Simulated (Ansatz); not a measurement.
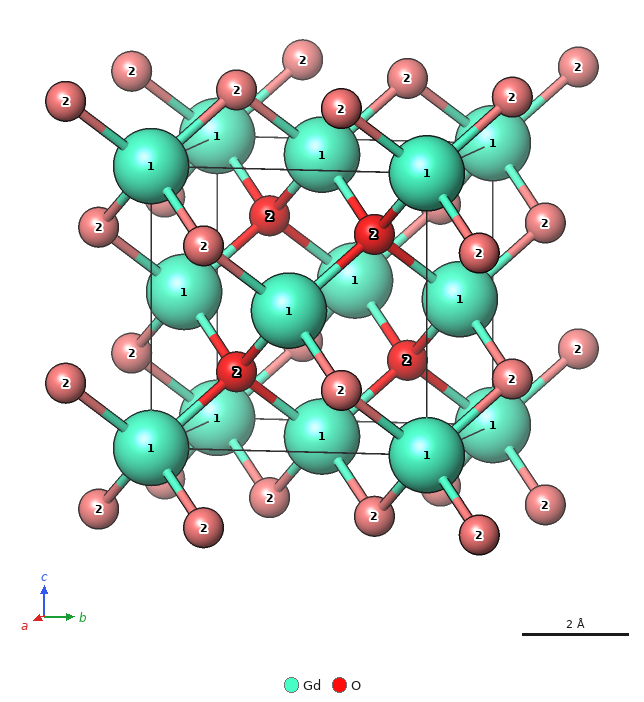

The input geometry (ball-and-stick view of the cell 4 times as large as that of the calculation, set on its symmetry axes, seen slightly off an axis; neighbours outside the cell are drawn fainter; atoms are numbered from 1 in the order of the input). An atom can appear more than once, as a periodic image. Near neighbours in the periodic cell (some may lie outside the picture): Gd has 4 O at 2.34 Å; O has 4 Gd at 2.34 Å.

## GdO: single-point calculation

- system: GdO (F-43m, 2 atoms in the cell)
- method: DFT, LDA, PAW with Ansatz's default frozen-core files, scalar-relativistic (Ansatz 0.2.0)

The structure derives from an entry of the Crystallography Open Database. It belongs to a series of runs on one base structure; here: spiral at 0.167 of the way from GAMMA to L, PAW files. Figures and captions count atoms from 1; the log counts them from 0 in places.

Output:
```
settings of this run that can trade accuracy for cost: output.eigenvalues: false. Do not mix this run's numbers with those of runs without the same settings; the input reference describes each key
band count auto-derived: 38, from the close of a first SCF at 32 (N_el = 24.0; filled up to band 24; 32 by the electrons, moments and atoms)
Engine: ansatz 0.2.0, aarch64-unknown-linux-gnu
Pseudopotentials: kind: paw
Pseudopotential: Gd, paw, valence charge 18, recommended cutoff 420 eV (normal), Gd.paw.azcp
Pseudopotential: O, paw, valence charge 6, recommended cutoff 420 eV (normal), O.paw.azcp
Functional definition: SPW92
  exchange = slater_x
  correlation = pw_c
Crystal: 2 atoms, lattice volume = 39.366 Å³
Basis set: ecut = 420 eV, 749 PW (Γ)
Bands: 32, of which v1, the nominal top of the filled ones, is band 24 counted from 1 (23 counted from 0)
Symmetry: 6 space group operations
k-points: 182 of 1728
Spin spiral: q = (0, 0, 0.0833333333) of the reciprocal vectors; moments are told in the frame that turns with it, a site's in that at the site
Non-local potential: Gd, projectors of the file, l = 0: 3, l = 1: 2, l = 2: 2, l = 3: 3
Non-local potential: O, projectors of the file, l = 0: 2, l = 1: 2, l = 2: 1
PAW form: soft (Blöchl's): semilocal exchange-correlation on the pseudo side does not see the compensation charge
PAW frozen core: Gd, regenerated for the run's functional, and the local potential with it (the file was generated under x = pbe(κ = 0.804, μ = 0.2195149727645171), c = pbe(β = 0.06672455060314922))
PAW frozen core: O, regenerated for the run's functional, and the local potential with it (the file was generated under x = pbe(κ = 0.804, μ = 0.2195149727645171), c = pbe(β = 0.06672455060314922))
PAW one-centre angular grid: Gd, 590 points (default); XC on 64 Gauss nodes
PAW one-centre angular grid: O, 110 points (default); XC on 64 Gauss nodes
Initial density: superposition of atomic densities (chi_scale 0.1, normalization cell, long waves kept (reshape's long-wave potential 0.00 eV rms))
Starting moments: Σ|m| = 6.7 μB on 1 of 2 sites
Initial wavefunctions: pseudopotential atomic-orbital guess
Functional: x = slater, c = lda
SCF iter   1: F=—  HF=-9684.655925 eV  |F-HF|=—  |Δ(HF+E_count)|=         —  Δρ=3.56e-1  dr2=1.48e1  dr2_m=1.14e1  ethr=3.10e-3  |M|=5.99e0 ∫|m|=6.04e0 μB  |m|>n=0.0e0 m-floor=0.0e0 τ_xc=2.7e-17  β_m=1.00  ⟨swp⟩=5.6  Hψ=23502  notcnv=0
preconditioner: auto → Kerker (q_TF=auto, 2.512 Å⁻¹)  [metal: Δε(μ)=0.000 eV  Ē_g=9.391 eV  σ=0.030 eV  W_gap=0.00  n_scr=14 (ndim 8)  ℏωp=27.8 eV  f_vac=0.000  D(μ)=21.24/eV (n_scr^D=644)]
spin=Noncollinear: Kerker preconditioning applied to the charge; magnetization (m_x, m_y, m_z) channels mix plain (no charge-response kernel on spin).
SCF iter   2: F=—  HF=-9682.964775 eV  |F-HF|=—  |Δ(HF+E_count)|=    1.69e0  Δρ=2.01e-1  dr2=1.29e0  dr2_m=3.65e0  ethr=3.10e-3  |M|=6.94e0 ∫|m|=7.04e0 μB  |m|>n=0.0e0 m-floor=0.0e0 τ_xc=9.9e-18  β_m=1.00  ⟨swp⟩=5.2  Hψ=17435  notcnv=1  defer=24
SCF iter   3: F=—  HF=-9681.803636 eV  |F-HF|=—  |Δ(HF+E_count)|=    1.16e0  Δρ=3.81e-2  dr2=8.39e-1  dr2_m=1.36e-1  ethr=3.10e-3  |M|=6.42e0 ∫|m|=6.55e0 μB  |m|>n=0.0e0 m-floor=0.0e0 τ_xc=9.4e-18  β_m=0.30  ⟨swp⟩=4.0  Hψ=15086  notcnv=0
SCF iter   4: F=—  HF=-9683.394991 eV  |F-HF|=—  |Δ(HF+E_count)|=    1.59e0  Δρ=2.35e-2  dr2=1.36e-1  dr2_m=2.52e-2  ethr=3.10e-3  |M|=6.83e0 ∫|m|=6.95e0 μB  |m|>n=0.0e0 m-floor=0.0e0 τ_xc=5.4e-18  β_m=1.00  ⟨swp⟩=2.7  Hψ=8000  notcnv=0
SCF iter   5: F=—  HF=-9684.141955 eV  |F-HF|=—  |Δ(HF+E_count)|=   7.47e-1  Δρ=1.06e-2  dr2=4.19e-2  dr2_m=1.04e-2  ethr=5.67e-4  |M|=6.92e0 ∫|m|=7.04e0 μB  |m|>n=0.0e0 m-floor=0.0e0 τ_xc=3.7e-18  β_m=1.00  ⟨swp⟩=4.5  Hψ=14099  notcnv=0
SCF iter   6: F=—  HF=-9684.559485 eV  |F-HF|=—  |Δ(HF+E_count)|=   4.18e-1  Δρ=2.36e-2  dr2=2.15e-1  dr2_m=1.82e-2  ethr=1.74e-4  |M|=7.12e0 ∫|m|=7.23e0 μB  |m|>n=0.0e0 m-floor=0.0e0 τ_xc=2.7e-18  β_m=1.00  ⟨swp⟩=4.7  Hψ=15478  notcnv=0
SCF iter   7: F=—  HF=-9684.730636 eV  |F-HF|=—  |Δ(HF+E_count)|=   1.71e-1  Δρ=8.27e-3  dr2=2.34e-2  dr2_m=2.48e-3  ethr=1.74e-4  |M|=7.13e0 ∫|m|=7.24e0 μB  |m|>n=0.0e0 m-floor=0.0e0 τ_xc=2.5e-18  β_m=0.30  ⟨swp⟩=4.6  Hψ=14606  notcnv=0
SCF iter   8: F=—  HF=-9684.867479 eV  |F-HF|=—  |Δ(HF+E_count)|=   1.37e-1  Δρ=4.52e-3  dr2=5.19e-3  dr2_m=2.12e-3  ethr=9.76e-5  |M|=7.12e0 ∫|m|=7.23e0 μB  |m|>n=0.0e0 m-floor=0.0e0 τ_xc=2.0e-18  β_m=0.30  ⟨swp⟩=2.7  Hψ=12959  notcnv=0
Mixer restart at iter 8: flushing history
spin-set hold released at iteration 8 (site moments contracting): the magnetisation degrees of freedom join the quasi-Newton model from the next iteration; the mixer history was flushed
SCF iter   9: F=—  HF=-9684.938204 eV  |F-HF|=—  |Δ(HF+E_count)|=   7.07e-2  Δρ=5.07e-3  dr2=1.52e-3  dr2_m=2.45e-3  ethr=2.16e-5  |M|=7.09e0 ∫|m|=7.20e0 μB  |m|>n=0.0e0 m-floor=0.0e0 τ_xc=1.7e-18  β_m=0.63  ⟨swp⟩=3.6  Hψ=13039  notcnv=0  defer=1
SCF iter  10: F=—  HF=-9685.039559 eV  |F-HF|=—  |Δ(HF+E_count)|=   1.01e-1  Δρ=1.83e-2  dr2=1.20e-1  dr2_m=1.32e-2  ethr=6.32e-6  |M|=7.26e0 ∫|m|=7.35e0 μB  |m|>n=0.0e0 m-floor=0.0e0 τ_xc=1.3e-18  β_m=0.44  ⟨swp⟩=6.6  Hψ=20611  notcnv=0  defer=3
SCF iter  11: F=—  HF=-9685.011058 eV  |F-HF|=—  |Δ(HF+E_count)|=   2.85e-2  Δρ=2.11e-3  dr2=1.55e-3  dr2_m=4.04e-4  ethr=6.32e-6  |M|=7.15e0 ∫|m|=7.25e0 μB  |m|>n=0.0e0 m-floor=0.0e0 τ_xc=1.3e-18  β_m=0.66  ⟨swp⟩=5.4  Hψ=18997  notcnv=0  defer=2
SCF iter  12: F=—  HF=-9685.010976 eV  |F-HF|=—  |Δ(HF+E_count)|=   8.24e-5  Δρ=1.00e-3  dr2=4.93e-4  dr2_m=8.68e-5  ethr=6.32e-6  |M|=7.15e0 ∫|m|=7.25e0 μB  |m|>n=0.0e0 m-floor=0.0e0 τ_xc=1.3e-18  β_m=0.82  ⟨swp⟩=1.8  Hψ=6586  notcnv=0
SCF iter  13: F=—  HF=-9685.010969 eV  |F-HF|=—  |Δ(HF+E_count)|=   6.77e-6  Δρ=1.72e-4  dr2=1.61e-5  dr2_m=3.22e-6  ethr=2.05e-6  |M|=7.15e0 ∫|m|=7.26e0 μB  |m|>n=0.0e0 m-floor=0.0e0 τ_xc=1.3e-18  β_m=0.91  ⟨swp⟩=3.4  Hψ=10254  notcnv=0
SCF iter  14: F=—  HF=-9685.010984 eV  |F-HF|=—  |Δ(HF+E_count)|=   1.57e-5  Δρ=2.49e-4  dr2=1.68e-5  dr2_m=1.52e-6  ethr=6.70e-8  |M|=7.16e0 ∫|m|=7.26e0 μB  |m|>n=0.0e0 m-floor=0.0e0 τ_xc=1.3e-18  β_m=0.83  ⟨swp⟩=2.3  Hψ=10455  notcnv=0
SCF iter  15: F=—  HF=-9685.010988 eV  |F-HF|=—  |Δ(HF+E_count)|=   3.57e-6  Δρ=1.30e-4  dr2=9.61e-7  dr2_m=2.01e-6  ethr=6.70e-8  |M|=7.16e0 ∫|m|=7.26e0 μB  |m|>n=0.0e0 m-floor=0.0e0 τ_xc=1.3e-18  β_m=0.91  ⟨swp⟩=2.0  Hψ=8801  notcnv=0
SCF iter  16: F=—  HF=-9685.010999 eV  |F-HF|=—  |Δ(HF+E_count)|=   1.06e-5  Δρ=1.76e-4  dr2=1.51e-6  dr2_m=3.26e-6  ethr=4.00e-9  |M|=7.16e0 ∫|m|=7.26e0 μB  |m|>n=0.0e0 m-floor=0.0e0 τ_xc=1.3e-18  β_m=0.91  ⟨swp⟩=3.0  Hψ=10584  notcnv=0
SCF iter  17: F=-9685.011185 eV  HF=-9685.011143 eV  |F-HF|=4.21e-5  |Δ(HF+E_count)|=   1.44e-4  Δρ=4.98e-4  dr2=1.25e-5  dr2_m=2.70e-5  ethr=4.00e-9  |M|=7.16e0 ∫|m|=7.27e0 μB  |m|>n=0.0e0 m-floor=0.0e0 τ_xc=1.9e-18  β_m=0.96  ⟨swp⟩=4.5  Hψ=15290  notcnv=0  recentre
SCF iter  18: F=-9685.011163 eV  HF=-9685.011121 eV  |F-HF|=4.18e-5  |Δ(HF+E_count)|=   2.23e-5  Δρ=4.62e-4  dr2=1.25e-6  dr2_m=1.97e-5  ethr=4.00e-9  |M|=7.16e0 ∫|m|=7.26e0 μB  |m|>n=0.0e0 m-floor=0.0e0 τ_xc=1.8e-18  β_m=0.62  ⟨swp⟩=3.1  Hψ=11003  notcnv=0
SCF iter  19: F=-9685.011625 eV  HF=-9685.011480 eV  |F-HF|=1.44e-4  |Δ(HF+E_count)|=   3.60e-4  Δρ=8.49e-4  dr2=1.30e-6  dr2_m=6.60e-5  ethr=4.00e-9  |M|=7.16e0 ∫|m|=7.27e0 μB  |m|>n=0.0e0 m-floor=0.0e0 τ_xc=2.5e-18  β_m=0.66  ⟨swp⟩=4.6  Hψ=15993  notcnv=0
SCF iter  20: F=-9685.013205 eV  HF=-9685.012768 eV  |F-HF|=4.37e-4  |Δ(HF+E_count)|=   1.29e-3  Δρ=1.48e-3  dr2=1.22e-5  dr2_m=2.06e-4  ethr=4.00e-9  |M|=7.16e0 ∫|m|=7.28e0 μB  |m|>n=0.0e0 m-floor=0.0e0 τ_xc=4.0e-18  β_m=0.76  ⟨swp⟩=5.5  Hψ=21118  notcnv=0
SCF iter  21: F=-9685.017274 eV  HF=-9685.016575 eV  |F-HF|=6.99e-4  |Δ(HF+E_count)|=   3.81e-3  Δρ=1.87e-3  dr2=1.51e-4  dr2_m=4.04e-4  ethr=4.00e-9  |M|=7.14e0 ∫|m|=7.32e0 μB  |m|>n=0.0e0 m-floor=0.0e0 τ_xc=6.2e-18  β_m=1.00  ⟨swp⟩=6.6  Hψ=23892  notcnv=0
SCF iter  22: F=-9685.020131 eV  HF=-9685.018184 eV  |F-HF|=1.95e-3  |Δ(HF+E_count)|=   1.61e-3  Δρ=2.83e-3  dr2=9.74e-4  dr2_m=9.80e-4  ethr=4.00e-9  |M|=7.10e0 ∫|m|=7.39e0 μB  |m|>n=0.0e0 m-floor=0.0e0 τ_xc=8.6e-18  β_m=1.00  ⟨swp⟩=7.0  Hψ=28849  notcnv=0
SCF iter  23: F=-9685.011030 eV  HF=-9685.023999 eV  |F-HF|=1.30e-2  |Δ(HF+E_count)|=   5.81e-3  Δρ=5.64e-3  dr2=1.13e-2  dr2_m=2.51e-3  ethr=4.00e-9  |M|=7.00e0 ∫|m|=7.28e0 μB  |m|>n=0.0e0 m-floor=0.0e0 τ_xc=6.6e-18  β_m=1.00  ⟨swp⟩=6.4  Hψ=27868  notcnv=0  defer=2  recentre
SCF iter  24: F=-9685.016822 eV  HF=-9685.009797 eV  |F-HF|=7.02e-3  |Δ(HF+E_count)|=   1.42e-2  Δρ=4.66e-3  dr2=2.47e-3  dr2_m=3.05e-3  ethr=4.00e-9  |M|=7.05e0 ∫|m|=7.42e0 μB  |m|>n=0.0e0 m-floor=0.0e0 τ_xc=8.8e-18  β_m=1.00  ⟨swp⟩=6.9  Hψ=30768  notcnv=0  defer=1  recentre
SCF iter  25: F=-9685.020886 eV  HF=-9685.020407 eV  |F-HF|=4.79e-4  |Δ(HF+E_count)|=   1.06e-2  Δρ=1.79e-3  dr2=2.04e-4  dr2_m=4.12e-4  ethr=4.00e-9  |M|=7.06e0 ∫|m|=7.30e0 μB  |m|>n=0.0e0 m-floor=0.0e0 τ_xc=6.9e-18  β_m=1.00  ⟨swp⟩=7.1  Hψ=30281  notcnv=0  defer=1
SCF iter  26: F=-9685.023384 eV  HF=-9685.024804 eV  |F-HF|=1.42e-3  |Δ(HF+E_count)|=   4.40e-3  Δρ=1.97e-3  dr2=1.39e-3  dr2_m=1.43e-4  ethr=4.00e-9  |M|=6.90e0 ∫|m|=7.30e0 μB  |m|>n=0.0e0 m-floor=0.0e0 τ_xc=5.4e-18  β_m=0.79  ⟨swp⟩=7.2  Hψ=28337  notcnv=0  defer=1
SCF iter  27: F=-9685.023793 eV  HF=-9685.022393 eV  |F-HF|=1.40e-3  |Δ(HF+E_count)|=   2.41e-3  Δρ=2.47e-3  dr2=3.39e-4  dr2_m=6.81e-4  ethr=4.00e-9  |M|=6.82e0 ∫|m|=7.31e0 μB  |m|>n=0.0e0 m-floor=0.0e0 τ_xc=4.1e-18  β_m=0.90  ⟨swp⟩=7.0  Hψ=26747  notcnv=0
SCF iter  28: F=-9685.024921 eV  HF=-9685.024935 eV  |F-HF|=1.36e-5  |Δ(HF+E_count)|=   2.54e-3  Δρ=2.95e-4  dr2=2.50e-5  dr2_m=8.12e-6  ethr=4.00e-9  |M|=6.88e0 ∫|m|=7.29e0 μB  |m|>n=0.0e0 m-floor=0.0e0 τ_xc=4.9e-18  β_m=0.90  ⟨swp⟩=6.7  Hψ=24424  notcnv=0
SCF iter  29: F=-9685.025022 eV  HF=-9685.025020 eV  |F-HF|=1.71e-6  |Δ(HF+E_count)|=   8.57e-5  Δρ=1.70e-4  dr2=5.55e-6  dr2_m=4.26e-6  ethr=4.00e-9  |M|=6.85e0 ∫|m|=7.28e0 μB  |m|>n=0.0e0 m-floor=0.0e0 τ_xc=4.3e-18  β_m=0.95  ⟨swp⟩=4.6  Hψ=15781  notcnv=0
SCF iter  30: F=-9685.025033 eV  HF=-9685.025032 eV  |F-HF|=1.10e-6  |Δ(HF+E_count)|=   1.13e-5  Δρ=7.51e-5  dr2=1.03e-6  dr2_m=1.01e-6  ethr=4.00e-9  |M|=6.84e0 ∫|m|=7.28e0 μB  |m|>n=0.0e0 m-floor=0.0e0 τ_xc=4.3e-18  β_m=0.98  ⟨swp⟩=3.8  Hψ=11603  notcnv=0
SCF iter  31: F=-9685.025035 eV  HF=-9685.025034 eV  |F-HF|=1.37e-6  |Δ(HF+E_count)|=   2.20e-6  Δρ=7.53e-5  dr2=7.08e-8  dr2_m=5.28e-7  ethr=4.17e-10  |M|=6.84e0 ∫|m|=7.28e0 μB  |m|>n=0.0e0 m-floor=0.0e0 τ_xc=4.2e-18  β_m=0.95  ⟨swp⟩=2.9  Hψ=23631  notcnv=0
SCF iter  32: F=-9685.025036 eV  HF=-9685.025036 eV  |F-HF|=7.70e-8  |Δ(HF+E_count)|=   2.36e-6  Δρ=1.66e-5  dr2=9.52e-8  dr2_m=2.77e-8  ethr=2.95e-10  |M|=6.84e0 ∫|m|=7.28e0 μB  |m|>n=0.0e0 m-floor=0.0e0 τ_xc=4.2e-18  ⟨swp⟩=5.0  Hψ=19542  notcnv=0
SCF 1, on 32 bands, converged in 32 iterations: F = -9685.025036 eV; the run's SCF on all bands comes behind
  greatest PAW one-centre occupation: 0.989 electrons in one spin orbital (limit 2), on the Gd atom at site 0 (counted from 0), in its partial waves of l = 0
The result of the SCF on 32 bands, without forces or a stress, told ahead of the SCF on all bands, whose result is the run's:
SCF converged after 32 iterations
Magnetization: |M| = 6.8363 μB,  M = (+6.8214, -0.4507, +0.0000) μB
Absolute magnetization: 7.2759 μB (∫|m|, with the PAW one-centre terms)
  site 0: m = (+6.6456, +0.0208, +0.0000) μB, |m| = 6.6456 μB  (R = 0.96 Å)
  site 1: m = (-0.0413, -0.0181, +0.0000) μB, |m| = 0.0451 μB  (R = 0.96 Å)
Free energy (F): -9685.025036 eV
Harris-Foulkes:  -9685.025036 eV  (|F-HF|=7.70e-8)
Internal energy: -9685.020538 eV  (E = F + TS)
E sigma→0 (E₀):  -9685.022787 eV
Entropy (-TS):   -0.004498 eV (-2.249 meV/atom)
Fermi energy:    12.058150 eV
--- Per-component energies (eV) ---
  E_band       = -25.674291
  E_kinetic    = 573.589034
  E_local      = -2507.348594  (includes V_loc(G=0)·N_el)
  E_nonlocal   = 353.454091
  E_hartree    = 1024.694353
  E_xc         = -302.315549
  E_vxc        = -343.809897  (∫ρ·V_xc dr)
  E_paw        = -6396.840796  (= ΣΔE_a)
  E_vpaw       = -150.933780  (= ΣTr[D̂ρ^β])
  E_aug_tail   = 0.002457  (compensation charges beyond the density's cutoff)
  E_ewald      = -2431.631488
  E_core_change = 1.375955  (= ΣΔE_core)
  E_smearing   = -0.004498  (= −TS)
  E_closure    = -0.000000  (closes the sum)
  Σ components = -9685.025036   (vs F -9685.025036, Δ=0.00e0)
Of that result alone: at 8 of the mixer's solves, the last at iteration 23, it left a direction of its history that read negative out of its fit and stepped the other way along it
Bands: 38, of which v1, the nominal top of the filled ones, is band 24 counted from 1 (23 counted from 0)
Spin spiral: q = (0, 0, 0.0833333333) of the reciprocal vectors; moments are told in the frame that turns with it, a site's in that at the site
Initial density: handed on by an earlier stage of this run
Starting moments: Σ|m| = 6.7 μB on 1 of 2 sites; this step starts from the density that it was given
iter 1 solved again at ethr=8.07e-9 eV; its pass at ethr=3.10e-3 eV (dr2=1.94e-6 eV) is discarded
SCF iter   1: F=—  HF=-9685.025036 eV  |F-HF|=—  |Δ(HF+E_count)|=         —  Δρ=1.65e-5  dr2=9.30e-8  dr2_m=2.77e-8  ethr=8.07e-9  |M|=6.84e0 ∫|m|=7.28e0 μB  |m|>n=0.0e0 m-floor=0.0e0 τ_xc=4.2e-18  β_m=0.30  ⟨swp⟩=5.1  Hψ=55221  notcnv=0
preconditioner: auto → Kerker (q_TF=auto, 2.512 Å⁻¹)  [metal: Δε(μ)=0.007 eV  Ē_g=12.170 eV  σ=0.030 eV  W_gap=0.06  n_scr=14 (ndim 8)  ℏωp=27.8 eV  f_vac=0.020  D(μ)=1.54/eV (n_scr^D=14)]
spin=Noncollinear: Kerker preconditioning applied to the charge; magnetization (m_x, m_y, m_z) channels mix plain (no charge-response kernel on spin).
SCF iter   2: F=-9685.025036 eV  HF=-9685.025036 eV  |F-HF|=9.11e-9  |Δ(HF+E_count)|=   7.73e-8  Δρ=8.51e-6  dr2=9.88e-9  dr2_m=7.00e-9  ethr=3.88e-10  |M|=6.84e0 ∫|m|=7.28e0 μB  |m|>n=0.0e0 m-floor=0.0e0 τ_xc=4.2e-18  ⟨swp⟩=3.3  Hψ=16646  notcnv=0
at 8 of the mixer's solves, all of them in the SCFs whose states led to this one, it left a direction of its history that read negative out of its fit and stepped the other way along it
SCF 2 converged in 2 iterations: F = -9685.025036 eV  dr2 = 9.88e-9
```

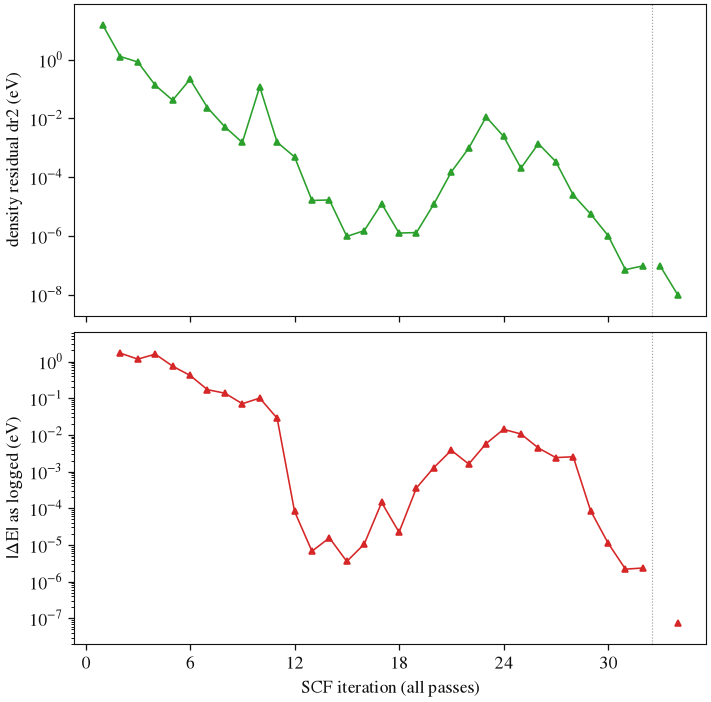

Convergence of the self-consistent field: density residual dr2 and size of the energy change against the SCF iteration. The dotted line parts a first SCF on fewer bands from the closing SCF on all bands, which starts from the first one's density. The passes take 32 and 2 iterations.

```
SCF converged after 34 iterations (32 of them on 32 bands)
Magnetization: |M| = 6.8364 μB,  M = (+6.8215, -0.4508, +0.0000) μB
Absolute magnetization: 7.2761 μB (∫|m|, with the PAW one-centre terms)
  site 0: m = (+6.6456, +0.0208, +0.0000) μB, |m| = 6.6457 μB  (R = 0.96 Å)
  site 1: m = (-0.0413, -0.0181, +0.0000) μB, |m| = 0.0451 μB  (R = 0.96 Å)
Free energy (F): -9685.025036 eV
Harris-Foulkes:  -9685.025036 eV  (|F-HF|=9.11e-9)
Internal energy: -9685.020539 eV  (E = F + TS)
E sigma→0 (E₀):  -9685.022787 eV
Entropy (-TS):   -0.004498 eV (-2.249 meV/atom)
Fermi energy:    12.058249 eV
--- Per-component energies (eV) ---
  E_band       = -25.670833
  E_kinetic    = 573.589890
  E_local      = -2507.329995  (includes V_loc(G=0)·N_el)
  E_nonlocal   = 353.450127
  E_hartree    = 1024.679182
  E_xc         = -302.316198
  E_vxc        = -343.810773  (∫ρ·V_xc dr)
  E_paw        = -6396.840468  (= ΣΔE_a)
  E_vpaw       = -150.932538  (= ΣTr[D̂ρ^β])
  E_aug_tail   = 0.002457  (compensation charges beyond the density's cutoff)
  E_ewald      = -2431.631488
  E_core_change = 1.375955  (= ΣΔE_core)
  E_smearing   = -0.004498  (= −TS)
  E_closure    = 0.000000  (closes the sum)
  Σ components = -9685.025036   (vs F -9685.025036, Δ=0.00e0)
settings of this run that can trade accuracy for cost: output.eigenvalues: false. Do not mix this run's numbers with those of runs without the same settings; the input reference describes each key
```

This output came from the following input.

Input file:
```yaml
crystal:
  lattice:
    - [0.0, 2.7, 2.7]
    - [2.7, 0.0, 2.7]
    - [2.7, 2.7, 0.0]
  atoms:
    - { symbol: Gd, position: [0.0, 0.0, 0.0], spin: 6.7, spin_axis: [1.0, 0.0, 0.0] }
    - { symbol: O, position: [0.25, 0.25, 0.25] }
magnetization:
  noncollinear: true
  spin_spiral: { q: [0.0, 0.0, 0.0833333333] }
kpoints:
  mp_grid: { grid: [12, 12, 12], shift: [0.0, 0.0, 0.5] }
scf:
  occupations: { method: fermi_dirac, width: 0.03 }
hamiltonian:
  xc: lda
  pseudopotentials: { kind: paw }
output:
  eigenvalues: false
```

Run as:
```bash
ansatz run input.yaml --threads 2 --pin off --max-ram 5120MiB --backend cpu --events-out ev --progress --plain --runs-dir out
```

Key numbers:

```csv
quantity,value
outcome,converged
space group (tolerance 0.01 Å),F-43m (216)
electrons treated,24
free energy,−9685.0250 eV
Fermi energy,12.058 eV
net moment of the cell,6.84 μB
integrated absolute moment,7.28 μB
hardware,"2 threads of Arm Neoverse V1, 24 GiB of memory available, shared host"
wall time,3.2 min (CPU time 6.4 min)
peak memory,0.7 GiB
```
